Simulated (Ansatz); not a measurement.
Input

```
crystal:
  lattice:
    - [0.0, 2.1431918604, 2.1431918604]
    - [2.1431918604, 0.0, 2.1431918604]
    - [2.1431918604, 2.1431918604, 0.0]
  atoms:
    - { symbol: Ti, position: [0.0, 0.0, 0.0] }
    - { symbol: "N", position: [0.5, 0.5, 0.5] }
basis:
  ecutwfc: 420
kpoints:
  mp_grid: { grid: [18, 18, 18] }
hamiltonian:
  xc: pbesol
scf:
  occupations: { method: gaussian, width: 0.1 }
output:
  forces: true
  stress: true
  eigenvalues: true
  write_density: true
  write_potential: true
  elf: true
  volumetric_format: npy
```

Launched as:

```sh
ansatz run input.yaml --threads 1 --pin off --max-ram 2560MiB --backend cpu --events-out ev --progress --plain --runs-dir out
```

Below, planes, directions and counts refer to the conventional cell (a = 4.29 Å, b = 4.29 Å, c = 4.29 Å, α = 90.00°, β = 90.00°, γ = 90.00°).

Space group Fm-3m; changed on purpose from its base cell (volume × 1.06); computed pressure about −15 GPa in this cell; computed without spin polarisation.

Computed with Ansatz 0.2.0, DFT PBEsol, scalar-relativistic, plane waves, PAW.

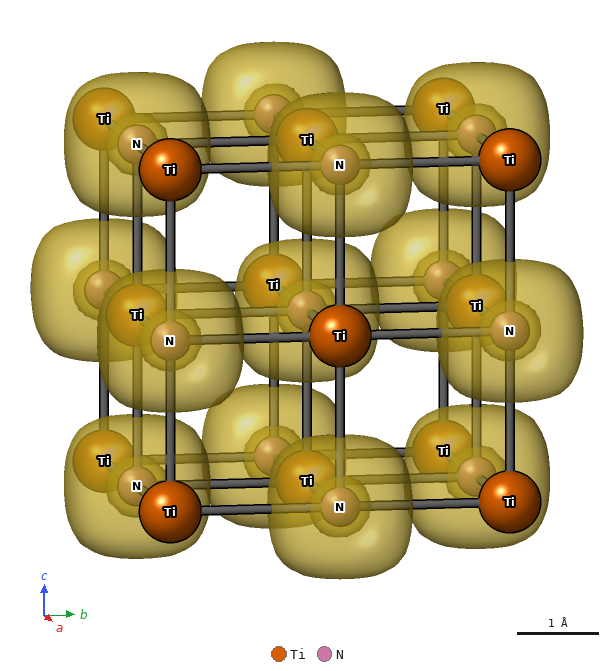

TiN. Isosurface of the electron localisation function at 0.6 (yellow), seen slightly off an axis. Only the valence region is drawn (cores and ρ < 0.01 e/Å³ removed). Sticks mark near contacts.

In a PAW calculation such maps are meaningful between the atoms, not at the nuclei.

### What do the ELF domains correspond to?

The surface consists of four regions wrapped around N (the valence shell of each), counted in one cell of 8 atoms. Regions shared between cells count once. Profiles from the grid: Ti–N (2.14 Å): the ELF peaks at about 0.80 in the valence shell of N, 0.6 Å from its nucleus, and is about 0.20 at the midpoint; no shared electron pair shows on this line.

### Does the calculation make it a metal, or give it a gap?

It is metallic or semimetallic at this level of theory: no gap opens; semilocal functionals without U, or without the true magnetic order, often close the gap of such compounds.
